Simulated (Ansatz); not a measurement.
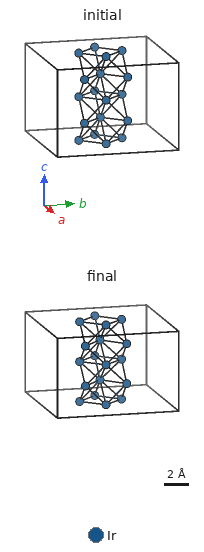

The structure of a wire of composition Ir before (top) and after (bottom) a relaxation, at one scale.

The picture is a ball-and-stick view of the 2 repeat of the cell, with the vacuum cut short, seen slightly off an axis.

Case: wire along [0 0 1], 7 atoms a period.

Method: DFT PBE, scalar-relativistic, plane waves, PAW (Ansatz 0.2.0).

The input:
```yaml
crystal:
  lattice:
    - [12.9, 0.0, 0.0]
    - [0.0, 13.2, 0.0]
    - [0.0, 0.0, 3.8706609772]
  atoms:
    - { symbol: Ir, position: [0.3499743807, 0.5, 0.0] }
    - { symbol: Ir, position: [0.6500256193, 0.5, 0.0] }
    - { symbol: Ir, position: [0.6500256193, 0.3533840539, 0.5] }
    - { symbol: Ir, position: [0.6500256193, 0.6466159461, 0.5] }
    - { symbol: Ir, position: [0.5, 0.5, 0.5] }
    - { symbol: Ir, position: [0.5, 0.3533840539, 0.0] }
    - { symbol: Ir, position: [0.5, 0.6466159461, 0.0] }
basis:
  ecutwfc: 420
kpoints:
  mp_grid: { grid: [1, 1, 14] }
hamiltonian:
  xc: pbe
scf:
  occupations: { method: gaussian, width: 0.05 }
output:
  forces: true
  stress: true
  eigenvalues: true
  populations: true
  write_density: true
  write_potential: true
  elf: true
  volumetric_format: npy
relax:
  adjacent_minimum: "off"
  f_tol: 0.02
  max_steps: 45
  cell: { fix: [a, b, alpha, beta, gamma], stress_tol: 0.03 }
```

Run as
```bash
ansatz run input.yaml --threads 4 --pin off --max-ram 11264MiB --backend cpu --events-out ev --progress --plain --runs-dir out
```

### What changed between the two?

The energy falls by 1.918 eV per cell of the calculation in 6 accepted moves (7 points after the start). The largest force component goes from 3.1 to 0.0071 eV/Å. At 1 point the geometry stayed and the basis and grid were re-selected for the new cell (energy shift of 6.6 meV per cell of the calculation at most each time). The atom that moves furthest relative to the layer's centre is Ir5 (0.14 Å). Along the periodic axis the drawn cell goes c 7.741 → 7.075 Å (−8.6 %). Among the contacts that change: Ir1–Ir5 2.737 → 2.475 Å, Ir3–Ir6 2.737 → 2.551 Å, Ir2–Ir3 2.737 → 2.562 Å, Ir5–Ir6 2.737 → 2.589 Å. Bond angles that change, for instance: Ir4–Ir7–Ir5 60.0° → 65.2°, Ir1–Ir7–Ir5 60.0° → 55.6°, Ir5–Ir7–Ir5 90.0° → 86.2°.

Limits of the set-up: the k-point mesh is coarse for a cell with partly filled bands.
